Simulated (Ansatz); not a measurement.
```xyz
18
Lattice="10.8692 0.0000 0.0000 -5.4346 9.4130 0.0000 0.0000 0.0000 4.4294" Properties=species:S:1:pos:R:3 pbc="T T T"
Se    0.7319    2.0108    0.5737
Se    6.1665    5.1485    2.0502
Se    0.7320    8.2862    3.5267
Se    3.3272    9.0415    0.5737
Se    3.3271    2.7662    2.0502
Se   -2.1074    5.9039    3.5267
Se   -4.0592    7.7737    0.5737
Se    6.8100    1.4984    2.0502
Se    1.3754    4.6360    3.5267
Se    4.7026    1.1268    0.9027
Se   -0.7319    4.2645    2.3792
Se    4.7027    7.4022    3.8557
Se    7.5420    3.5092    0.9027
Se    2.1075    6.6468    2.3792
Se    2.1074    0.3715    3.8557
Se    4.0592    4.7770    0.9027
Se   -1.3754    7.9147    2.3792
Se    9.4938    1.6393    3.8557
```

Space group R-3.

Level of theory: DFT PBE+D3(BJ), scalar-relativistic, plane waves, PAW in Ansatz 0.2.0.

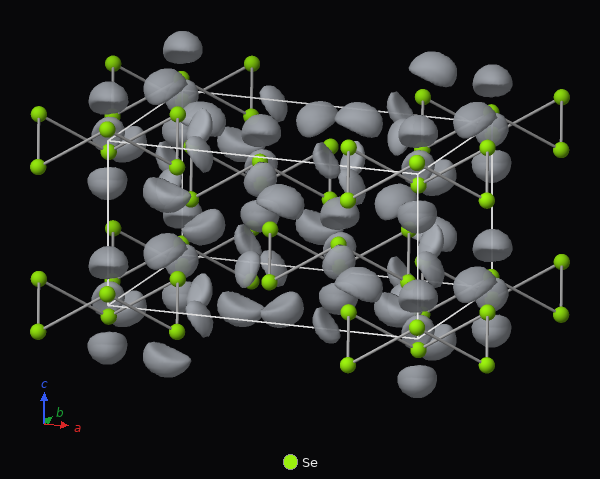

Se. Isosurface of the electron localisation function at 0.85 (grey), seen slightly off an axis. Only the valence region is drawn (cores and ρ < 0.01 e/Å³ removed). Sticks mark near contacts.

In a PAW calculation such maps are meaningful between the atoms, not at the nuclei.

Identify the bonds, lone pairs and shells in this picture.

Answer. The surface consists of 18 lobes on Se, pointing away from the bonds (lone pairs, which may merge into one lobe) and 18 regions wrapped around Se (the valence shell of each), counted in one cell of 18 atoms. Regions shared between cells count once. Profiles from the grid: Se–Se (2.43 Å): the ELF peaks at about 0.75 between the atoms.

Metal or insulator at this level of theory?

Answer. It is gapped, with a Kohn–Sham gap of 0.99 eV on the k-point mesh (the band edges may lie off the mesh, which would make the gap smaller).
